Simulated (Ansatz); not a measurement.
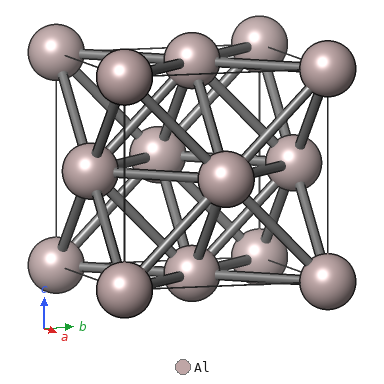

System: Al, space group Fm-3m (No. 225). The picture shows the conventional cell.

Structure:
```
Al
1.0
     0.00000    1.99630    1.99630
     1.99630    0.00000    1.99630
     1.99630    1.99630    0.00000
Al
1
Cartesian
  0.0000 0.0000 0.0000
```

Input of one of the runs behind the figure:
```
crystal:
  lattice:
    - [0.0, 1.9458051358, 1.9458051358]
    - [1.9458051358, 0.0, 1.9458051358]
    - [1.9458051358, 1.9458051358, 0.0]
  atoms:
    - { symbol: Al, position: [0.0, 0.0, 0.0] }
basis:
  ecutwfc: 500
kpoints:
  mp_grid: { grid: [18, 18, 18] }
hamiltonian:
  xc: r2scan
scf:
  occupations: { method: gaussian, width: 0.1 }
output:
  forces: true
  stress: true
  eigenvalues: true
  write_density: true
  write_potential: true
  elf: true
  volumetric_format: npy
relax:
  adjacent_minimum: "off"
  f_tol: 0.008
  max_steps: 50
  cell: { stress_tol: 0.08, p_target: 8.0 }
```

Launched with:
```bash
ansatz run input.yaml --threads 1 --pin off --max-ram 2560MiB --backend cpu --events-out ev --progress --plain --runs-dir out
```

Method: volume, enthalpy and cell of a crystal along a series of hydrostatic pressures at zero temperature, keeping its symmetry; changes are against the given cell; the k mesh follows the cell and the gap; plane waves with PAW datasets, Γ-centred k mesh (Ansatz 0.2.0). Level: r2SCAN, no spin polarisation.

| setting | value |
| --- | --- |
| wave cutoff | 500 eV |
| occupations | Gaussian |
| k mesh at zero pressure | 18×18×18 |
| smearing width at zero pressure | 0.1 eV |

The change of b equals the change of a; the change of c equals the change of a.

Predict the volume change and change of a against applied pressure. The applied pressure takes the values −3, 0, 3, 8, 15, 30, 60 GPa.

The volume change falls from 3.62 % at applied pressure −3 GPa to −27.78 % at 60 GPa. The change of a falls from 1.19 % at applied pressure −3 GPa to −10.28 % at 60 GPa. The solid is metallic at every point.

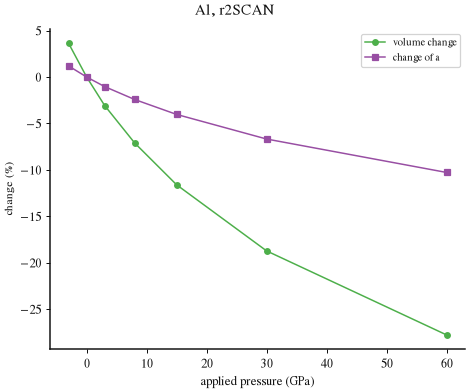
